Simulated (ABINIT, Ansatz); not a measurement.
## Quasiparticle gap of BAs (F-43m) in ABINIT

Wanted: ground state, empty states, screening and self-energy for BAs (F-43m).

Program: ABINIT 10.8.3. Level of theory: PBE and many-body steps on it, plane waves. Results are calculated unless marked as measured.

**What was measured.**

- Gap 4.12 eV: direct gap from square of absorption coefficient, average of two samples; spectroscopic ellipsometry; 300 K; bulk crystal (CVT-grown opaque bulk crystals) (“Optical properties of cubic boron arsenide”, 2019, arxiv:1911.04914).

- Gap 1.82 eV: indirect optical gap from absorption edge; UV-visible absorption; 300 K; bulk crystal (single crystal grown by chemical vapor transport) (“Basic Physical Properties of Cubic Boron Arsenide”, 2019, arxiv:1911.11281).

- Gap 2.02 eV: indirect gap from square root of absorption coefficient, average of three samples; transmission and reflection spectroscopy; 300 K; bulk crystal (CVT-grown platelets about 10 um thick) (“Optical properties of cubic boron arsenide”, 2019, arxiv:1911.04914).

This is a report of a sequence of runs, with most program output left out.

**1. Set-up**

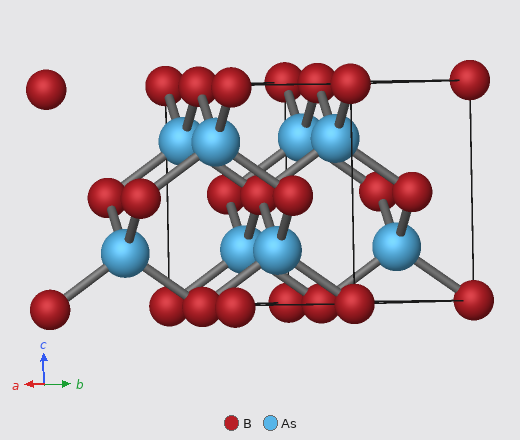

The cell as given, slightly off an axis (boron red, arsenic blue). 2×1×1 cells are drawn. This picture shows the conventional cell, with its axes. Bonds to atoms that aren't drawn are left out. Some periodic images of atoms are drawn too.

Coordinates:

```cif
data_structure
_symmetry_space_group_name_H-M 'P 1'
_symmetry_Int_Tables_number 1
_cell_length_a 3.3778
_cell_length_b 3.3778
_cell_length_c 3.3778
_cell_angle_alpha 60.000
_cell_angle_beta 60.000
_cell_angle_gamma 60.000
_cell_volume 27.25
loop_
_atom_site_label
_atom_site_type_symbol
_atom_site_fract_x
_atom_site_fract_y
_atom_site_fract_z
_atom_site_occupancy
B1 B 0.00000 0.00000 0.00000 1
As2 As 0.25000 0.25000 0.25000 1
```

The cell and positions come from the Crystallography Open Database and are kept as given unless a step says otherwise.

**2. Ground state**

This step: ABINIT 10.8.3; DFT, PBE, plane waves, norm-conserving pseudopotentials.

The ground-state density comes first.

run.abi

```
acell 3*1.0 Angstrom
rprim 
  -0.000000000000 2.388500000000 2.388500000000
  2.388500000000 -0.000000000000 2.388500000000
  2.388500000000 2.388500000000 -0.000000000000
ntypat 2
znucl 5 33
natom 2
typat 1 2
xred 
  0.000000000000 0.000000000000 0.000000000000
  0.250000000000 0.250000000000 0.250000000000
pp_dirpath "pseudos"
pseudos "B.upf, As.upf"
ecut 44
ngkpt 8 8 8
nshiftk 1
shiftk 0 0 0
kptopt 1
chksymbreak 0
nband 18
occopt 1
tolvrs 1e-10
nstep 60
prtwf 0
optforces 0
optstress 0
indata_prefix "in"
outdata_prefix "out"
tmpdata_prefix "tmp"
```

The run is started by

```console
$ OMP_NUM_THREADS=1 mpirun -n 4 abinit run.abi > log
```

It took 24 s on 4 MPI ranks of Intel Xeon Platinum 8375C at 2.90GHz (Ice Lake), shared host; peak memory 0.35 GiB.

This step gave:

- total energy: -8386.3532 eV
- gap: 1.208 eV
- k of the valence top: 0, 0, 0
- k of the conduction bottom: 0.375, 0.375, 0
- least direct gap: 3.289 eV

The gap is indirect, with the least direct gap 2.08 eV higher.

**3. Bands along the symmetry lines**

The cheap functional maps the bands first; the places of the edges decide which points the dearer methods must see.

run.abi

```
acell 3*1.0 Angstrom
rprim 
  -0.000000000000 2.388500000000 2.388500000000
  2.388500000000 -0.000000000000 2.388500000000
  2.388500000000 2.388500000000 -0.000000000000
ntypat 2
znucl 5 33
natom 2
typat 1 2
xred 
  0.000000000000 0.000000000000 0.000000000000
  0.250000000000 0.250000000000 0.250000000000
pp_dirpath "pseudos"
pseudos "B.upf, As.upf"
ecut 44
iscf -2
irdden 1
kptopt 0
nkpt 50
kpt 
  0.00000000 0.00000000 0.00000000
  -0.06250000 -0.06250000 0.00000000
  -0.12500000 -0.12500000 0.00000000
  -0.18750000 -0.18750000 0.00000000
  -0.25000000 -0.25000000 0.00000000
  -0.31250000 -0.31250000 0.00000000
  -0.37500000 -0.37500000 0.00000000
  -0.43750000 -0.43750000 0.00000000
  -0.50000000 -0.50000000 0.00000000
  -0.48437500 -0.48437500 0.03125000
  -0.46875000 -0.46875000 0.06250000
  -0.45312500 -0.45312500 0.09375000
  -0.43750000 -0.43750000 0.12500000
  -0.42187500 -0.42187500 0.15625000
  -0.40625000 -0.40625000 0.18750000
  -0.39062500 -0.39062500 0.21875000
  -0.37500000 -0.37500000 0.25000000
  -0.37500000 0.00000000 0.37500000
  -0.32812500 0.00000000 0.32812500
  -0.28125000 0.00000000 0.28125000
  -0.23437500 0.00000000 0.23437500
  -0.18750000 0.00000000 0.18750000
  -0.14062500 0.00000000 0.14062500
  -0.09375000 0.00000000 0.09375000
  -0.04687500 0.00000000 0.04687500
  0.00000000 0.00000000 0.00000000
  0.00000000 0.00000000 0.06250000
  0.00000000 0.00000000 0.12500000
  0.00000000 0.00000000 0.18750000
  0.00000000 0.00000000 0.25000000
  0.00000000 0.00000000 0.31250000
  0.00000000 0.00000000 0.37500000
  0.00000000 0.00000000 0.43750000
  -0.00000000 -0.00000000 0.50000000
  -0.06250000 -0.03125000 0.46875000
  -0.12500000 -0.06250000 0.43750000
  -0.18750000 -0.09375000 0.40625000
  -0.25000000 -0.12500000 0.37500000
  -0.31250000 -0.15625000 0.34375000
  -0.37500000 -0.18750000 0.31250000
  -0.43750000 -0.21875000 0.28125000
  -0.50000000 -0.25000000 0.25000000
  -0.50000000 -0.28125000 0.21875000
  -0.50000000 -0.31250000 0.18750000
  -0.50000000 -0.34375000 0.15625000
  -0.50000000 -0.37500000 0.12500000
  -0.50000000 -0.40625000 0.09375000
  -0.50000000 -0.43750000 0.06250000
  -0.50000000 -0.46875000 0.03125000
  -0.50000000 -0.50000000 0.00000000
istwfk *1
nband 20
nbdbuf 2
tolwfr 1e-08
nstep 40
prtwf 0
prtvol 0
indata_prefix "in"
outdata_prefix "out"
tmpdata_prefix "tmp"
```

Run time: 20 s. Hardware: 4 MPI ranks; peak memory 0.31 GiB.

This step gave:

* gap: 1.208 eV
* k of the valence top: 0, 0, 0
* k of the conduction bottom: -0.375, -0.375, 0
* least direct gap: 3.289 eV

The gap is 1.208 eV, as in the run before at this level.

The electronic bands at the labelled points (eV, zero at the top of the highest filled band):

```tsv
point	band 10	band 11	band 12	band 13	band 14	band 15	band 16	band 17
Γ	-15.40	0.00	0.00	0.00	3.29	3.29	3.29	4.68
X	-11.22	-8.51	-4.07	-4.07	1.45	1.46	11.40	11.40
U	-11.27	-8.13	-5.94	-3.48	2.06	5.56	9.24	9.78
jump to K	-11.27	-8.13	-5.94	-3.48	2.06	5.56	9.24	9.78
Γ	-15.40	0.00	0.00	0.00	3.29	3.29	3.29	4.68
L	-12.53	-8.77	-1.82	-1.82	2.70	4.81	4.81	8.90
W	-11.07	-8.05	-5.48	-5.19	5.28	5.95	6.84	7.06
X	-11.22	-8.51	-4.07	-4.07	1.45	1.46	11.40	11.40
```

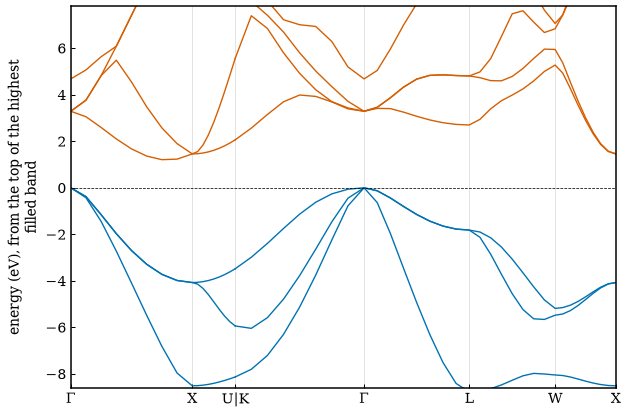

Electronic bands along the path; lines of filled and empty bands in two colours.

**4. Empty states on the mesh, 6×6×6 mesh, 516 bands**

The sums over transitions need many empty states on a uniform mesh; this step solves for them.

run.abi

```
acell 3*1.0 Angstrom
rprim 
  -0.000000000000 2.388500000000 2.388500000000
  2.388500000000 -0.000000000000 2.388500000000
  2.388500000000 2.388500000000 -0.000000000000
ntypat 2
znucl 5 33
natom 2
typat 1 2
xred 
  0.000000000000 0.000000000000 0.000000000000
  0.250000000000 0.250000000000 0.250000000000
pp_dirpath "pseudos"
pseudos "B.upf, As.upf"
ecut 44
ngkpt 6 6 6
nshiftk 1
shiftk 0 0 0
kptopt 1
chksymbreak 0
irdden 1
istwfk *1
nband 516
prtvol 0
optdriver 6
gwr_task "HDIAGO"
paral_kgb 0
occopt 1
indata_prefix "in"
outdata_prefix "out"
tmpdata_prefix "tmp"
```

It took 65 s on 4 MPI ranks; peak memory 1.8 GiB.

This step gave:

* gap: 1.293 eV
* k of the valence top: 0, 0, 0
* k of the conduction bottom: 0.3333, 0.3333, 0
* least direct gap: 3.289 eV
* k points computed: 16
* lowest point of the top converged band, above the valence top: 374.9317 eV

On this mesh the gap is 1.293 eV. The earlier step found 1.208 eV, so this mesh misses an edge.

**5. Screening, 6×6×6 mesh, 214 bands, screening to 283 eV**

The RPA dielectric matrix is built and inverted for each q.

This step: RPA screening on PBE, plane waves, norm-conserving pseudopotentials.

run.abi, as its differences from that of step 4:

```diff
@@ -20,10 +20,11 @@
 chksymbreak 0
-irdden 1
 istwfk *1
-nband 516
-prtvol 0
-optdriver 6
-gwr_task "HDIAGO"
-paral_kgb 0
 occopt 1
+irdwfk 1
+optdriver 3
+nband 214
+ecuteps 10.4
+inclvkb 2
+awtr 1
+symchi 1
 indata_prefix "in"
```

It took 8.4 min on 4 MPI ranks; peak memory 1.9 GiB; 34 min of CPU time.

Numbers from this step:

```
ε∞ with local fields, on this mesh, along the program's q direction : 10.51
the same without local fields                                       : 11.52
plasma frequency                                                    : 36.27 eV
plane waves in the screening matrix                                 : 283
```

Local fields lower ε∞ by 9 %.

**6. Self-energy, 6×6×6 mesh, 214 bands, screening to 283 eV**

The self-energy is evaluated for the states that the input lists, and the levels follow from it, in one-shot runs by the linearised quasiparticle equation.

This step: G0W0 on PBE, plane waves, norm-conserving pseudopotentials.

run.abi, as its differences from that of step 5:

```diff
@@ -23,8 +23,17 @@
 irdwfk 1
-optdriver 3
+optdriver 4
 nband 214
+gwcalctyp 0
+ecutsigx 44
+symsigma 1
+nkptgw 2
+kptgw 
+  0.0000000000 0.0000000000 0.0000000000
+  0.3333333333 0.3333333333 0.0000000000
+bdgw 
+  11 16
+  12 15
 ecuteps 10.4
-inclvkb 2
-awtr 1
-symchi 1
+irdscr 1
+ppmodel 1
 indata_prefix "in"
```

Run time: 64 s. Hardware: 4 MPI ranks; peak memory 1.8 GiB.

This step gave:

| Quantity | Value |
| --- | --- |
| G0W0 gap on the points computed | 1.932 eV |
| starting gap on the mesh | 1.293 eV |
| k of the valence top | 0, 0, 0 |
| k of the conduction bottom | 0.3333, 0.3333, 0 |
| Z at the valence top | 0.807 |
| Z at the conduction bottom | 0.817 |
| least direct G0W0 gap on the computed points | 4.159 eV |

The gap on the mesh goes from 1.29 eV to 1.93 eV, a correction of +0.64 eV. The start differs from the 1.21 eV found before because the two sample other k points.

Limits: finite bands, cutoff and mesh; no spin-orbit coupling. v1 is the top filled band, c1 the lowest empty one. Levels before and after the correction, in eV, zero at the valence-band top of each column:

```tsv
	conduction bottom	valence top
Kohn-Sham	1.29	0.00
G0W0	1.93	0.00
```

```tsv
	level	energy (eV)
Kohn-Sham	Γ v3-v1	0.000
Kohn-Sham	Γ c1-c3	3.289
Kohn-Sham	(0.333 0.333 0) v2-v1	-3.452
Kohn-Sham	(0.333 0.333 0) c1	1.293
Kohn-Sham	(0.333 0.333 0) c2	3.155
G0W0	Γ v3-v1	0.000
G0W0	Γ c1-c3	4.159
G0W0	(0.333 0.333 0) v2-v1	-3.638
G0W0	(0.333 0.333 0) c1	1.932
G0W0	(0.333 0.333 0) c2	3.828
```

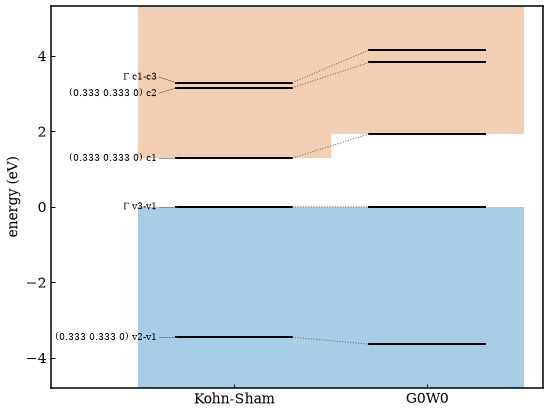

Levels before and after the correction. Shaded: valence and conduction bands.

**7. Where the time went**

Times are wall times on 4 MPI ranks of Intel Xeon Platinum 8375C at 2.90GHz (Ice Lake), shared host, good to a factor of about two.

```tsv
step	time	share	memory (GiB)
ground state	24 s	4 %	0.35
bands along the symmetry lines	20 s	3 %	0.31
empty states on the mesh	65 s	10 %	1.8
screening	8.4 min	75 %	1.9
self-energy	64 s	9 %	1.8
```

**8. What came out**

| Quantity | Value |
| --- | --- |
| PBE gap | 1.21 eV, indirect |
| G0W0 gap on the mesh | 1.93 eV |
| G0W0 gap over the zone (rigid shift) | 1.85 eV |
| GW settings | 6×6×6 mesh, 214 bands, screening to 283 eV, Godby-Needs plasmon pole |
| known limits | not at the basis limit; no spin-orbit coupling |

G0W0 moves the gap on the mesh from 1.29 eV to 1.93 eV (+0.64 eV), with Z of 0.81 and 0.82 at the edges. The mesh misses the band edges by 0.08 eV in all; a rigid shift gives 1.85 eV for the zone. Local fields lower the RPA ε∞ on this mesh from 11.52 to 10.51. Only 2 of the mesh's irreducible points were corrected, so a valley elsewhere could overtake. The dearest step here is «screening». Against experiment, by G0W0@PBE: the direct gap of 4.16 eV lies +0.04 eV from the measured 4.12 eV (direct, 300 K, 2019); the gap of 1.85 eV lies +0.03 eV from the measured 1.82 eV (indirect, 300 K, 2019); the gap of 1.85 eV lies −0.17 eV from the measured 2.02 eV (indirect, 300 K, 2019). An exciton line or allowed optical edge lies below the quasiparticle gap by the binding energy; a forbidden edge can push the onset above it. The calculation has static nuclei and no excitons; a measured gap holds zero-point and thermal motion, which mostly lowers it. Bands and cutoff are finite, so the gap is not at the basis limit. The miss can reach some tenths of an eV and take either sign; the mesh is an error of its own. In the G0W0 run levels were corrected at 2 k points alone, so a gap called «on the mesh» is the least over those, and an edge elsewhere would be missed. A denser mesh or path gives a starting gap of 1.21 eV: the GW mesh misses a band edge, so its gaps are not the fundamental one. The many-body steps are scalar-relativistic: spin-orbit coupling is not in them.

[Paths, hosts, dates, memory and timing lines, banners, echoed tables and standing remarks are left out of the program output.]

[Logs are printed without paths, hosts, clocks, repeated set-up lines and the standing remarks that a program may print on its own settings, such as how far it seeks lower states.]

[Runs of the session that timed out or met a known fault of the program may be left out.]

[Hosts, paths, dates, database ids (printed as entryN), source tags and the programs' standing remarks are cut or masked in the printed files.]

[G0W0 gaps are taken among the corrected bands and points alone; a level outside them can change the order at an edge.]

[Where Ansatz stands beside ABINIT at settings called matched, ABINIT's density can come from a denser mesh and the files from another edition; pairs whose starting gaps differed by over 0.03 eV were left out, so agreement reads better than it is.]
